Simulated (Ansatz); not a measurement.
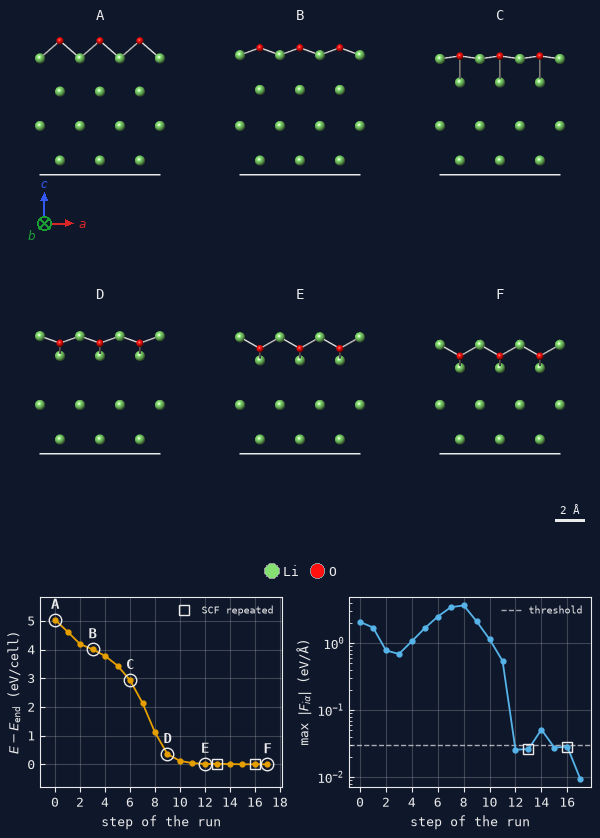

Frames of a constrained relaxation of a slab of composition Li4O (cut from the Im-3m phase), marked on the history of the run. The picture is a ball-and-stick view of the 3 × 2 repeat of the cell, outlined in the plane, without the vacuum, seen along the b axis.

Case: O put at a bridge Li-Li site. The slab is the (1 1 0) face of Li with O on it. 2 atoms are held fixed.

Level of theory: Ansatz 0.2.0, DFT r2SCAN, scalar-relativistic, plane waves, PAW.

The input:
```yaml
crystal:
  lattice:
    - [3.0112508063, 0.0, 0.0]
    - [-1.0037502688, 2.8390344867, 0.0]
    - [0.0, 0.0, 26.376027963]
  atoms:
    - { symbol: Li, position: [0.5, 0.5, 0.3222623214] }
    - { symbol: Li, position: [0.0, 0.0, 0.4154786309] }
    - { symbol: Li, position: [0.5, 0.5, 0.508096139] }
    - { symbol: Li, position: [0.0, 0.0, 0.5976326413] }
    - { symbol: O, position: [0.5, 1.0, 0.644645027] }
basis:
  ecutwfc: 500
kpoints:
  mp_grid: { grid: [10, 10, 1] }
hamiltonian:
  xc: r2scan
scf:
  occupations: { method: gaussian, width: 0.1 }
output:
  forces: true
  eigenvalues: true
relax:
  adjacent_minimum: "off"
  f_tol: 0.03
  max_steps: 70
  constraints: [{ sites: [0, 1] }]
efield:
  axis: 3
  dipole_correction: true
  ramp_width: 0.04
```

Run as
```bash
ansatz run input.yaml --threads 1 --pin off --max-ram 2560MiB --backend cpu --events-out ev --progress --plain --runs-dir out
```

What happens along the run?

Answer. The largest move is that of O5, 2.58 Å along the normal (−c). By element the largest moves are O 2.58 Å, Li 0.53 Å. The cell doesn't change. Among the contacts that change: Li3–O5 3.904 → 1.721 Å, Li3–Li4 2.933 → 2.392 Å, Li4–O5 1.951 → 1.709 Å. New bonds form: Li3–O5 (3.90 → 1.72 Å). Among the angles between lasting bonds that change: O5–Li4–O5 101.1° → 123.5°, Li4–O5–Li4 101.1° → 123.5°. The energy falls by 5.033 eV per cell of the calculation in 15 accepted moves (17 points after the start). The largest force component goes from 2.1 to 0.0095 eV/Å. 2 steps only repeated the SCF at the same geometry. The forces were under the threshold at step 12, but the run went on from there. Cost: 8.2 min on 1 thread of Intel(R) Xeon(R) Platinum 8488C (Sapphire Rapids), on a shared host, peak memory 0.97 GiB. From step 0 to 3: O5 moves most (0.49 Å), energy −1.026 eV per cell of the calculation. From step 3 to 6: O5 moves most (0.58 Å), energy −1.074 eV per cell of the calculation. From step 6 to 9: O5 moves most (0.58 Å), energy −2.576 eV per cell of the calculation. From step 9 to 12: O5 moves most (0.38 Å), energy −0.340 eV per cell of the calculation. From step 12 to 17: Li and O atoms move most (0.54 Å), energy −16.7 meV per cell of the calculation.

Limits of the set-up: the periodic images lie only 3.0 Å apart, so the values are limited by the cell's size.
